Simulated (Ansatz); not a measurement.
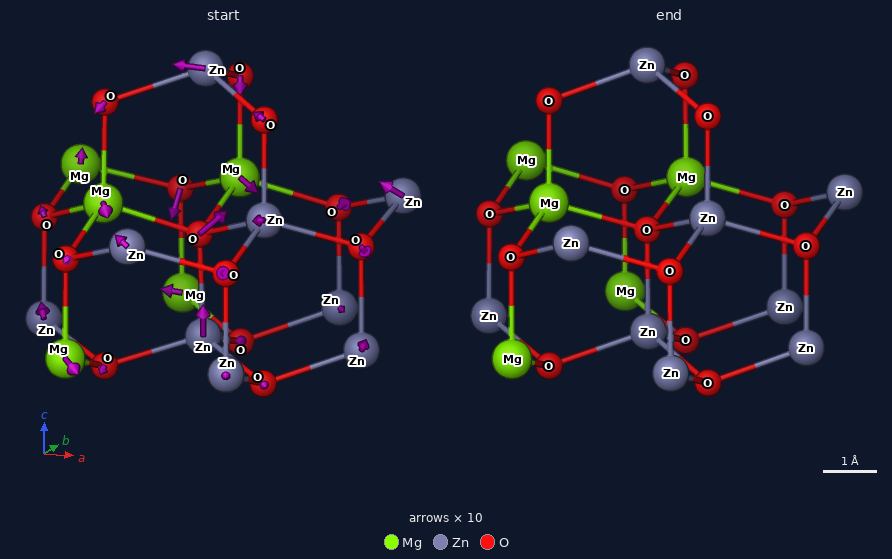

The structure of solid Mg₂₉Zn₆₇O₉₆ (a generated structure, set up in P1) before (left) and after (right) a relaxation, at one scale. The purple arrows give the displacements (the part carried along by the change of the cell is left out), magnified 10 times.

Style: ball-and-stick. Shown: the atoms within 4.2 Å of the atom that moves most (axes of the cell of the calculation), slightly off an axis.

All numbers below come from Ansatz, DFT, PBEsol, PAW, plane waves. Set-up: plane-wave cutoff 420 eV; k-point mesh 1 × 1 × 1; mesh shifted by (0.5, 0.5, 0.5); no spin polarisation; cell relaxed at fixed alpha, beta, gamma; force threshold 0.03 eV/Å; at most 80 steps.

Question: What changed between the two?

Answer: The largest moves relative to the cell, 0.081 Å, are those of Zn and O atoms. By element the largest moves are O 0.081 Å, Zn 0.080 Å, Mg 0.073 Å. The drawn cell changes at constant volume: a 13.006 → 12.964 Å (−0.3 %), b 16.895 → 16.856 Å (−0.2 %), c 10.315 → 10.377 Å (+0.6 %). Some distances before and after: Mg–O 2.044 → 1.970 Å, Mg–O 2.019 → 1.962 Å, Mg–O 2.030 → 1.977 Å, O–Zn 1.933 → 1.975 Å. Among the angles between lasting bonds that change: O–Zn–O 103.1° → 107.3°, Mg–O–Mg 109.0° → 112.8°, Mg–O–Zn 111.7° → 108.0°. The space group stays P1 (No. 1). Over 5 geometry steps the energy falls by 8.0 meV per atom. The largest force component goes from 0.9 to 0.0041 eV/Å. The pressure goes from 0.23 to −0.01 GPa. Cost: 27 s on 1 × NVIDIA GB300 Max-Q with 8 threads of Arm Neoverse-V2, peak memory 2.8 GiB.
